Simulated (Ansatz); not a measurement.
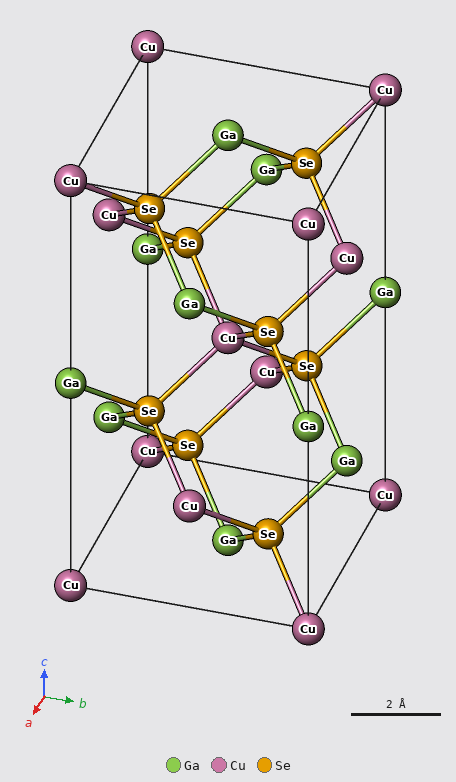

Fig. 1: The input geometry (ball-and-stick view of the cell 2 times as large as that of the calculation, set on its symmetry axes, seen at an oblique angle). An atom can appear more than once, as a periodic image. Near neighbours in the periodic cell (some may lie outside the picture): Ga has 4 Se at 2.42 Å; Cu has 4 Se at 2.42 Å; Se has 2 Cu at 2.42 Å and 2 Ga at 2.42 Å.

# Run report: GaCuSe2, geometry relaxation (part 1 of 2)

- system: GaCuSe2 (I-42d, 8 atoms in the cell)
- method: DFT PBEsol, scalar-relativistic, plane waves, PAW, no spin polarisation (Ansatz 0.2.0)

The structure derives from an entry of the Crystallography Open Database.

## Output
```
Engine: ansatz 0.2.0, x86_64-unknown-linux-gnu
Pseudopotentials: kind: paw
Pseudopotential: Ga, paw, valence charge 13, recommended cutoff 420 eV (normal), Ga.paw.azcp
Pseudopotential: Cu, paw, valence charge 19, recommended cutoff 420 eV (normal), Cu.paw.azcp
Pseudopotential: Se, paw, valence charge 16, recommended cutoff 420 eV (normal), Se.paw.azcp
Functional definition: PBEsol
  exchange = pbesol_x
  correlation = pbesol_c
Crystal: 8 atoms, lattice volume = 174.069 Å³
Basis set: ecut = 420 eV, 3451 PW (Γ), exchange–correlation on 96×96×96 points (8 copies of the dense FFT grid, shifted against one another)
Bands: 77, of which v1, the nominal top of the filled ones, is band 64 counted from 1 (63 counted from 0)
Symmetry: 8 space group operations
Space group: I-42d (ITA 122), of the structure as read, at distance tolerance 5.6e-5 Å
k-points: 102 of 1000 (time reversal used)
Non-local potential: Ga, projectors of the file, l = 0: 2, l = 1: 2, l = 2: 3, l = 3: 1
Non-local potential: Cu, projectors of the file, l = 0: 3, l = 1: 2, l = 2: 3, l = 3: 1
Non-local potential: Se, projectors of the file, l = 0: 2, l = 1: 2, l = 2: 3, l = 3: 1
PAW form: soft (Blöchl's): semilocal exchange-correlation on the pseudo side does not see the compensation charge
PAW frozen core: Ga, regenerated for the run's functional, and the local potential with it (the file was generated under x = pbe(κ = 0.804, μ = 0.2195149727645171), c = pbe(β = 0.06672455060314922))
PAW frozen core: Cu, regenerated for the run's functional, and the local potential with it (the file was generated under x = pbe(κ = 0.804, μ = 0.2195149727645171), c = pbe(β = 0.06672455060314922))
PAW frozen core: Se, regenerated for the run's functional, and the local potential with it (the file was generated under x = pbe(κ = 0.804, μ = 0.2195149727645171), c = pbe(β = 0.06672455060314922))
PAW one-centre angular grid: Ga, 590 points (default); XC on 64 Gauss nodes
PAW one-centre angular grid: Cu, 590 points (default); XC on 64 Gauss nodes
PAW one-centre angular grid: Se, 590 points (default); XC on 64 Gauss nodes
Initial density: superposition of atomic densities (neutral atoms: chi_scale 0, normalization atom), corrected by the library's trained network
Initial wavefunctions: pseudopotential atomic-orbital guess
Functional: x = pbesol(κ = 0.804, μ = 0.12345679012345678), c = pbesol(β = 0.046)
SCF iter   1: F=—  HF=-42364.393130 eV  |F-HF|=—  |Δ(HF+E_count)|=         —  Δρ=8.89e-3  dr2=9.33e-2  ethr=1.77e-3  ⟨swp⟩=6.0  Hψ=27752  notcnv=0  defer=7
preconditioner: auto → Resta (q_TF=auto, 2.592 Å⁻¹)  ε∞=4.9  [insulator: Δε(μ)=0.076 eV  Ē_g=12.141 eV  σ=0.010 eV  W_gap=1.00  n_scr=60 (ndim 8)  ℏωp=23.9 eV  f_vac=0.126  D(μ)=0.00/eV (n_scr^D=0)  ε∞_Penn≈4.9]
SCF iter   2: F=—  HF=-42364.395843 eV  |F-HF|=—  |Δ(HF+E_count)|=   2.71e-3  Δρ=8.66e-3  dr2=8.48e-2  ethr=7.29e-5  ⟨swp⟩=2.3  Hψ=16236  notcnv=0  defer=760
SCF iter   3: F=—  HF=-42364.375508 eV  |F-HF|=—  |Δ(HF+E_count)|=   2.03e-2  Δρ=1.79e-3  dr2=4.65e-3  ethr=6.63e-5  ⟨swp⟩=2.0  Hψ=13988  notcnv=0  defer=760
SCF iter   4: F=—  HF=-42364.374798 eV  |F-HF|=—  |Δ(HF+E_count)|=   7.10e-4  Δρ=3.95e-4  dr2=3.77e-4  ethr=3.64e-6  ⟨swp⟩=2.0  Hψ=9764  notcnv=0  defer=763
SCF iter   5: F=—  HF=-42364.374824 eV  |F-HF|=—  |Δ(HF+E_count)|=   2.61e-5  Δρ=2.27e-4  dr2=6.89e-5  ethr=2.95e-7  ⟨swp⟩=2.0  Hψ=10801  notcnv=0  defer=763
SCF iter   6: F=—  HF=-42364.374790 eV  |F-HF|=—  |Δ(HF+E_count)|=   3.41e-5  Δρ=7.70e-5  dr2=9.98e-6  ethr=5.38e-8  ⟨swp⟩=2.0  Hψ=10763  notcnv=0  defer=763
SCF iter   7: F=—  HF=-42364.374789 eV  |F-HF|=—  |Δ(HF+E_count)|=   8.55e-7  Δρ=3.36e-5  dr2=1.85e-6  ethr=7.80e-9  ⟨swp⟩=3.0  Hψ=12859  notcnv=0  defer=763
SCF iter   8: F=—  HF=-42364.374790 eV  |F-HF|=—  |Δ(HF+E_count)|=   1.21e-6  Δρ=1.04e-5  dr2=2.28e-7  ethr=1.45e-9  ⟨swp⟩=2.1  Hψ=10073  notcnv=0  defer=763
SCF iter   9: F=-42364.374790 eV  HF=-42364.374790 eV  |F-HF|=3.70e-9  |Δ(HF+E_count)|=   3.01e-8  Δρ=2.02e-6  dr2=3.98e-9  ethr=7.81e-11  ⟨swp⟩=13.2  Hψ=61901  notcnv=0
SCF 1 converged in 9 iterations: F = -42364.374790 eV  dr2 = 3.98e-9
  Residual-converged pass: ⟨swp⟩=1.0  Hψ=8290  notcnv=0  max |occ|·‖R‖ = 7.1e-9 eV (tolerance 1.0e-8 eV)  dr2=3.98e-9  dr2_onsite=8.98e-9  max |Δocc| = 1.9e-38
  greatest PAW one-centre occupation: 1.000 electrons in one spin orbital (limit 2), on the Cu atom at site 3 (counted from 0), in its partial waves of l = 0
relax step   1: F+E_penalty+E_count = -42364.37478992 eV  Δ(F+E_penalty+E_count) = +0.000e0 eV  max|allowed force component| = 4.327e-1 eV/Å  Δτ_max = 0.0000 Å  P = -0.682 GPa  Ω = 174.069 Å³  (9 SCF iters, dr2 threshold 1.00e-7 eV, accepted)
Crystal: 8 atoms, lattice volume = 172.754 Å³
Initial density: handed on by an earlier stage of this run
Initial wavefunctions: those handed on with the density
iter 1 solved again at ethr=1.26e-5 eV; its pass at ethr=3.10e-3 eV (dr2=1.61e-2 eV) is discarded
SCF iter   1: F=—  HF=-42364.421097 eV  |F-HF|=—  |Δ(HF+E_count)|=         —  Δρ=3.94e-3  dr2=1.84e-2  ethr=1.26e-5  ⟨swp⟩=2.6  Hψ=33529  notcnv=0
preconditioner: auto → Resta (q_TF=auto, 2.595 Å⁻¹)  ε∞=4.9  [insulator: Δε(μ)=0.090 eV  Ē_g=12.216 eV  σ=0.010 eV  W_gap=1.00  n_scr=60 (ndim 8)  ℏωp=24.0 eV  f_vac=0.114  D(μ)=0.00/eV (n_scr^D=0)  ε∞_Penn≈4.9]
SCF iter   2: F=—  HF=-42364.420230 eV  |F-HF|=—  |Δ(HF+E_count)|=   8.67e-4  Δρ=3.06e-3  dr2=1.00e-2  ethr=1.26e-5  ⟨swp⟩=3.0  Hψ=16326  notcnv=0
SCF iter   3: F=—  HF=-42364.417765 eV  |F-HF|=—  |Δ(HF+E_count)|=   2.46e-3  Δρ=1.33e-3  dr2=1.91e-3  ethr=7.82e-6  ⟨swp⟩=2.1  Hψ=15514  notcnv=0
SCF iter   4: F=—  HF=-42364.417426 eV  |F-HF|=—  |Δ(HF+E_count)|=   3.39e-4  Δρ=2.80e-4  dr2=8.51e-5  ethr=1.49e-6  ⟨swp⟩=2.0  Hψ=10901  notcnv=0
SCF iter   5: F=—  HF=-42364.417409 eV  |F-HF|=—  |Δ(HF+E_count)|=   1.70e-5  Δρ=1.00e-4  dr2=1.39e-5  ethr=6.65e-8  ⟨swp⟩=2.0  Hψ=14188  notcnv=0
SCF iter   6: F=—  HF=-42364.417402 eV  |F-HF|=—  |Δ(HF+E_count)|=   6.83e-6  Δρ=2.46e-5  dr2=1.32e-6  ethr=1.08e-8  ⟨swp⟩=2.0  Hψ=11421  notcnv=0
SCF iter   7: F=-42364.417402 eV  HF=-42364.417403 eV  |F-HF|=2.81e-7  |Δ(HF+E_count)|=   6.56e-7  Δρ=2.07e-5  dr2=5.92e-7  ethr=6.25e-10  ⟨swp⟩=10.3  Hψ=69086  notcnv=0
SCF 2 converged in 7 iterations: F = -42364.417402 eV  dr2 = 5.92e-7
relax step   2: F+E_penalty+E_count = -42364.41740244 eV  Δ(F+E_penalty+E_count) = -4.261e-2 eV  max|allowed force component| = 1.519e-1 eV/Å  Δτ_max = 0.0318 Å  P = -0.342 GPa  Ω = 172.754 Å³  energy of the carried Pulay correction = +3.107e-4 eV  (7 SCF iters, dr2 threshold 8.00e-7 eV, accepted)
Crystal: 8 atoms, lattice volume = 171.875 Å³
Basis set: ecut = 420 eV, 3411 PW (Γ), exchange–correlation on 96×96×96 points (8 copies of the dense FFT grid, shifted against one another)
iter 1 solved again at ethr=3.12e-6 eV; its pass at ethr=3.10e-3 eV (dr2=3.99e-3 eV) is discarded
SCF iter   1: F=—  HF=-42364.425391 eV  |F-HF|=—  |Δ(HF+E_count)|=         —  Δρ=1.94e-3  dr2=4.42e-3  ethr=3.12e-6  ⟨swp⟩=3.0  Hψ=32904  notcnv=0
preconditioner: auto → Resta (q_TF=auto, 2.598 Å⁻¹)  ε∞=4.9  [insulator: Δε(μ)=0.105 eV  Ē_g=12.242 eV  σ=0.010 eV  W_gap=1.00  n_scr=60 (ndim 8)  ℏωp=24.0 eV  f_vac=0.112  D(μ)=0.00/eV (n_scr^D=0)  ε∞_Penn≈4.9]
SCF iter   2: F=—  HF=-42364.425265 eV  |F-HF|=—  |Δ(HF+E_count)|=   1.26e-4  Δρ=1.54e-3  dr2=2.55e-3  ethr=3.12e-6  ⟨swp⟩=2.1  Hψ=15716  notcnv=0
SCF iter   3: F=—  HF=-42364.424632 eV  |F-HF|=—  |Δ(HF+E_count)|=   6.33e-4  Δρ=6.25e-4  dr2=4.22e-4  ethr=1.99e-6  ⟨swp⟩=2.0  Hψ=15504  notcnv=0
SCF iter   4: F=—  HF=-42364.424500 eV  |F-HF|=—  |Δ(HF+E_count)|=   1.32e-4  Δρ=1.26e-4  dr2=1.95e-5  ethr=3.30e-7  ⟨swp⟩=2.0  Hψ=10886  notcnv=0
SCF iter   5: F=—  HF=-42364.424509 eV  |F-HF|=—  |Δ(HF+E_count)|=   9.47e-6  Δρ=5.15e-5  dr2=4.03e-6  ethr=1.52e-8  ⟨swp⟩=2.0  Hψ=13512  notcnv=0
SCF iter   6: F=-42364.424508 eV  HF=-42364.424508 eV  |F-HF|=1.57e-7  |Δ(HF+E_count)|=   1.66e-6  Δρ=1.18e-5  dr2=3.60e-7  ethr=6.25e-10  ⟨swp⟩=7.2  Hψ=56010  notcnv=0
SCF 3 converged in 6 iterations: F = -42364.424508 eV  dr2 = 3.60e-7
relax step   3: F+E_penalty+E_count = -42364.42450793 eV  Δ(F+E_penalty+E_count) = -7.105e-3 eV  max|allowed force component| = 3.041e-2 eV/Å  Δτ_max = 0.0141 Å  P = -0.031 GPa  Ω = 171.875 Å³  energy of the carried Pulay correction = +5.196e-4 eV  (6 SCF iters, dr2 threshold 8.00e-7 eV, accepted)
Crystal: 8 atoms, lattice volume = 171.775 Å³
iter 1 solved again at ethr=1.70e-7 eV; its pass at ethr=3.10e-3 eV (dr2=2.18e-4 eV) is discarded
SCF iter   1: F=—  HF=-42364.424968 eV  |F-HF|=—  |Δ(HF+E_count)|=         —  Δρ=4.41e-4  dr2=2.25e-4  ethr=1.70e-7  ⟨swp⟩=2.3  Hψ=31853  notcnv=0
preconditioner: auto → Resta (q_TF=auto, 2.598 Å⁻¹)  ε∞=4.9  [insulator: Δε(μ)=0.117 eV  Ē_g=12.247 eV  σ=0.010 eV  W_gap=1.00  n_scr=60 (ndim 8)  ℏωp=24.0 eV  f_vac=0.113  D(μ)=0.00/eV (n_scr^D=0)  ε∞_Penn≈4.9]
SCF iter   2: F=—  HF=-42364.424967 eV  |F-HF|=—  |Δ(HF+E_count)|=   1.33e-6  Δρ=3.29e-4  dr2=1.16e-4  ethr=1.70e-7  ⟨swp⟩=2.0  Hψ=14540  notcnv=0
SCF iter   3: F=—  HF=-42364.424941 eV  |F-HF|=—  |Δ(HF+E_count)|=   2.54e-5  Δρ=1.66e-4  dr2=2.91e-5  ethr=9.07e-8  ⟨swp⟩=2.0  Hψ=14249  notcnv=0
SCF iter   4: F=—  HF=-42364.424862 eV  |F-HF|=—  |Δ(HF+E_count)|=   7.93e-5  Δρ=4.03e-5  dr2=1.78e-6  ethr=2.27e-8  ⟨swp⟩=2.0  Hψ=9278  notcnv=0
SCF iter   5: F=—  HF=-42364.424863 eV  |F-HF|=—  |Δ(HF+E_count)|=   6.78e-7  Δρ=1.21e-5  dr2=2.15e-7  ethr=1.39e-9  ⟨swp⟩=2.0  Hψ=12511  notcnv=0
SCF iter   6: F=-42364.424863 eV  HF=-42364.424863 eV  |F-HF|=1.27e-8  |Δ(HF+E_count)|=   7.05e-8  Δρ=2.96e-6  dr2=2.39e-8  ethr=4.52e-11  ⟨swp⟩=8.1  Hψ=52386  notcnv=0
SCF 4 converged in 6 iterations: F = -42364.424863 eV  dr2 = 2.39e-8
  Residual-converged pass: ⟨swp⟩=1.0  Hψ=8262  notcnv=0  max |occ|·‖R‖ = 7.1e-9 eV (tolerance 1.0e-8 eV)  dr2=2.39e-8  dr2_onsite=2.79e-9  max |Δocc| = 8.3e-27
  greatest PAW one-centre occupation: 1.000 electrons in one spin orbital (limit 2), on the Cu atom at site 2 (counted from 0), in its partial waves of l = 0
relax step   4: F+E_penalty+E_count = -42364.42486274 eV  Δ(F+E_penalty+E_count) = -3.548e-4 eV  max|allowed force component| = 6.809e-4 eV/Å  Δτ_max = 0.0037 Å  P = +0.001 GPa  Ω = 171.775 Å³  energy of the carried Pulay correction = +5.435e-4 eV  (6 SCF iters, dr2 threshold 5.78e-8 eV, accepted)
Initial wavefunctions: pseudopotential atomic-orbital guess (no wavefunctions were taken with the density)
iter 1 solved again at ethr=1.28e-7 eV; its pass at ethr=3.10e-3 eV (dr2=1.64e-4 eV) is discarded
SCF iter   1: F=—  HF=-42364.424378 eV  |F-HF|=—  |Δ(HF+E_count)|=         —  Δρ=2.04e-5  dr2=1.35e-7  ethr=1.28e-7  ⟨swp⟩=3.1  Hψ=49873  notcnv=0
preconditioner: auto → Resta (q_TF=auto, 2.598 Å⁻¹)  ε∞=4.9  [insulator: Δε(μ)=0.122 eV  Ē_g=12.248 eV  σ=0.010 eV  W_gap=1.00  n_scr=60 (ndim 8)  ℏωp=24.0 eV  f_vac=0.113  D(μ)=0.00/eV (n_scr^D=0)  ε∞_Penn≈4.9]
SCF iter   2: F=—  HF=-42364.424312 eV  |F-HF|=—  |Δ(HF+E_count)|=   6.61e-5  Δρ=2.32e-5  dr2=5.54e-7  ethr=1.05e-10  ⟨swp⟩=2.7  Hψ=15444  notcnv=0
SCF iter   3: F=—  HF=-42364.424312 eV  |F-HF|=—  |Δ(HF+E_count)|=   9.15e-8  Δρ=2.02e-5  dr2=3.88e-7  ethr=1.05e-10  ⟨swp⟩=2.0  Hψ=14382  notcnv=0
SCF iter   4: F=—  HF=-42364.424312 eV  |F-HF|=—  |Δ(HF+E_count)|=   1.02e-7  Δρ=3.61e-6  dr2=1.46e-8  ethr=1.05e-10  ⟨swp⟩=2.0  Hψ=14382  notcnv=0
SCF iter   5: F=—  HF=-42364.424312 eV  |F-HF|=—  |Δ(HF+E_count)|=   1.66e-9  Δρ=9.78e-7  dr2=1.44e-9  ethr=1.14e-11  ⟨swp⟩=2.0  Hψ=10211  notcnv=0
SCF iter   6: F=—  HF=-42364.424312 eV  |F-HF|=—  |Δ(HF+E_count)|=   1.20e-9  Δρ=6.89e-7  dr2=7.17e-10  ethr=1.13e-12  ⟨swp⟩=2.0  Hψ=11526  notcnv=0
SCF iter   7: F=-42364.424312 eV  HF=-42364.424312 eV  |F-HF|=5.82e-11  |Δ(HF+E_count)|=  1.89e-10  Δρ=1.63e-7  dr2=4.70e-11  ethr=1.00e-12  ⟨swp⟩=5.2  Hψ=43758  notcnv=0
SCF 5 converged in 7 iterations: F = -42364.424312 eV  dr2 = 4.70e-11
relax step   5: F+E_penalty+E_count = -42364.42431208 eV  Δ(F+E_penalty+E_count) = +5.507e-4 eV  max|allowed force component| = 5.970e-4 eV/Å  Δτ_max = 0.0000 Å  P = +0.002 GPa  Ω = 171.775 Å³  stress off target by 5.82e-3 GPa  SCF on the basis re-selected at this cell (its energy is not comparable with the rows above)  (7 SCF iters)
```

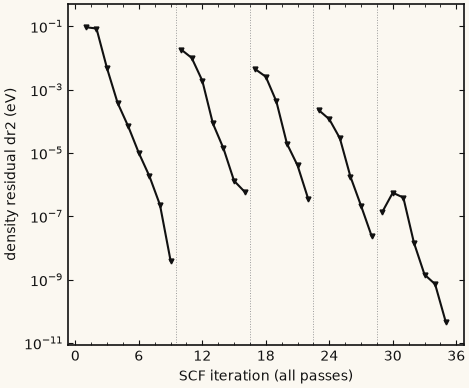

Fig. 2: Convergence of the self-consistent field: density residual dr2 against the SCF iteration. The dotted lines part the SCF passes of the relaxation: geometry steps, rejected trials and re-solves on a re-selected basis. The 5 passes take 6 to 9 iterations each, 35 in all.

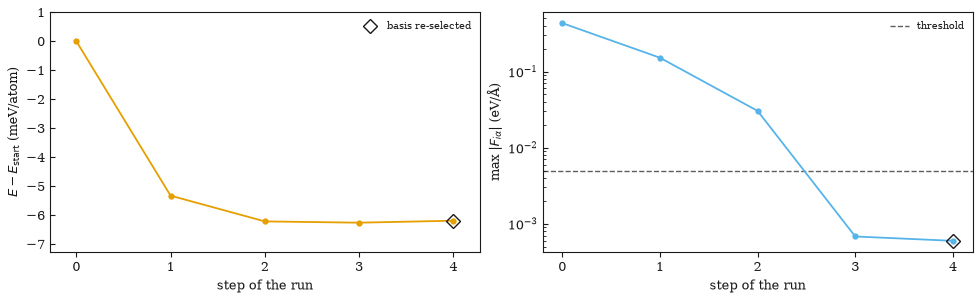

Fig. 3: Progress of the relaxation, step by step (the first geometry is step 0 here and step 1 in the log).

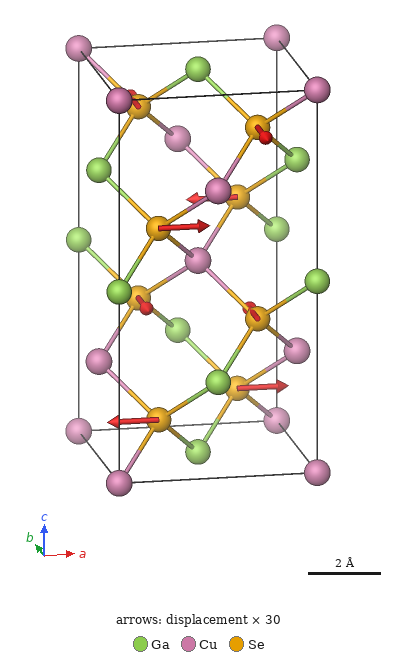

Fig. 4: The starting structure with the displacements (without the part carried along by the change of the cell) as red arrows, magnified 30 times (ball-and-stick view of the cell 2 times as large as that of the calculation, set on its symmetry axes, seen slightly off an axis). The largest moves relative to the cell, 0.049 Å, are those of Se5, Se6, Se7 and Se8. Ga and Cu stay in place. The drawn cell changes as follows: a = b 5.619 → 5.570 Å (−0.9 %), c 11.026 → 11.074 Å (+0.4 %); the volume changes by −1.3 %. Among the contacts that change: Cu3–Se5 2.420 → 2.381 Å, Ga1–Se5 2.416 → 2.434 Å. Among the angles that change: Cu3–Se6–Cu4 108.8° → 111.1°. The space group stays I-42d (No. 122). The energy falls by 6.3 meV per atom in 3 geometry steps. The largest force component goes from 0.43 to 0.0006 eV/Å. The pressure goes from −0.68 to 0.00 GPa. A last SCF at the same geometry on a re-selected plane-wave basis shifts the energy by +0.1 meV per atom. (Atoms are counted from 1 in the order of the input.)

```
basis re-selected at this cell: Δ(F+E_penalty+E_count) = +5.507e-4 eV, ΔP = +0.001 GPa vs the last step (what re-selecting the basis moved, of the pressure what is left beyond the Pulay correction that the steps carried, after the strain that the cell walked since its last selection, with what the two solves' SCF thresholds leave and, on support functions, any second-order correction that the steps lacked; it is no measure of the basis error at this ecutwfc). This SCF's stress stands 5.82e-3 GPa from its target on what of the cell is left free (relax.cell.stress_tol is 5.00e-2 GPa) and its largest allowed force component is 5.97e-4 eV/Å (relax.f_tol is 5.00e-3 eV/Å): within both
SCF converged after 7 iterations
Free energy (F): -42364.424312 eV
Harris-Foulkes:  -42364.424312 eV  (|F-HF|=5.82e-11)
Internal energy: -42364.424312 eV  (E = F + TS)
E sigma→0 (E₀):  -42364.424312 eV
Fermi energy:    8.959506 eV
```
